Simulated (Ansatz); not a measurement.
Tl (slab)

Input

```
crystal:
  lattice:
    - [3.612429659, 0.0, 0.0]
    - [-1.8062148295, 6.3843122089, 0.0]
    - [0.0, 0.0, 23.6358350141]
  atoms:
    - { symbol: Tl, position: [0.9850558853, 0.9701117705, 0.317314789] }
    - { symbol: Tl, position: [0.2550660462, 0.5101320924, 0.3365448112] }
    - { symbol: Tl, position: [0.605116851, 0.210233702, 0.4326949223] }
    - { symbol: Tl, position: [0.875127012, 0.7502540239, 0.4519249445] }
    - { symbol: Tl, position: [0.2251778168, 0.4503556335, 0.5480750555] }
    - { symbol: Tl, position: [0.4951879777, 0.9903759554, 0.5673050777] }
    - { symbol: Tl, position: [0.8452387825, 0.690477565, 0.6634551888] }
    - { symbol: Tl, position: [0.1152489435, 0.2304978869, 0.682685211] }
basis:
  ecutwfc: 420
kpoints:
  mp_grid: { grid: [10, 6, 1] }
hamiltonian:
  xc: pbe
scf:
  occupations: { method: gaussian, width: 0.1 }
output:
  forces: true
  eigenvalues: true
  write_density: true
  write_potential: true
  elf: true
  volumetric_format: npy
efield:
  axis: 3
  dipole_correction: true
  ramp_width: 0.04
```

Launched as:

```sh
ansatz run input.yaml --threads 2 --pin off --max-ram 5632MiB --backend cpu --events-out ev --progress --plain --runs-dir out
```

The calculation used DFT PBE, scalar-relativistic, plane waves, PAW in Ansatz.

Predict the valence pseudo-density and electron localisation function between the atoms.

Tl–Tl (3.48 Å): ρ at the midpoint is about 0.11 e/Å³; the ELF is about 0.15 at the midpoint: no localised pair shows between them.

Does the calculation give a band gap?

It is gapless in this calculation (a metal or semimetal).

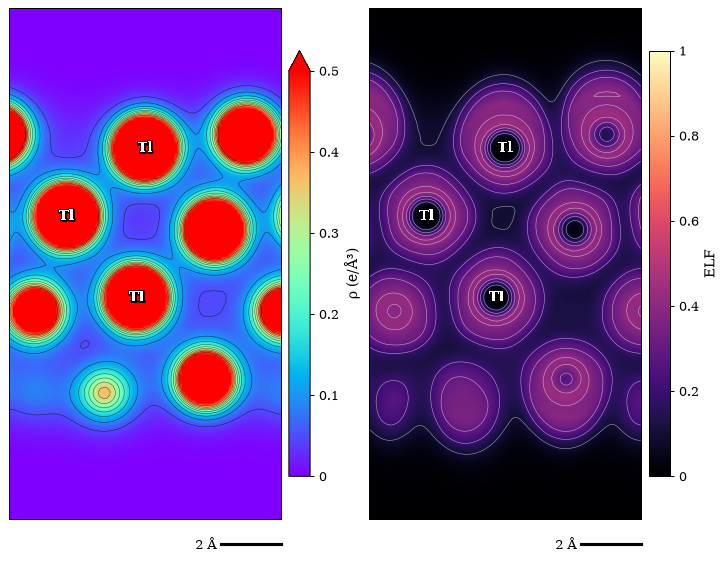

Computed valence pseudo-density and electron localisation function on the (110) plane of the calculation cell, a cut from vacuum to vacuum, in this order. Atoms just off the plane (Tl, 0.4 Å away) can leave unmarked features too.

The density is the valence pseudo-density of a PAW calculation; it isn't the true density close to the nuclei.
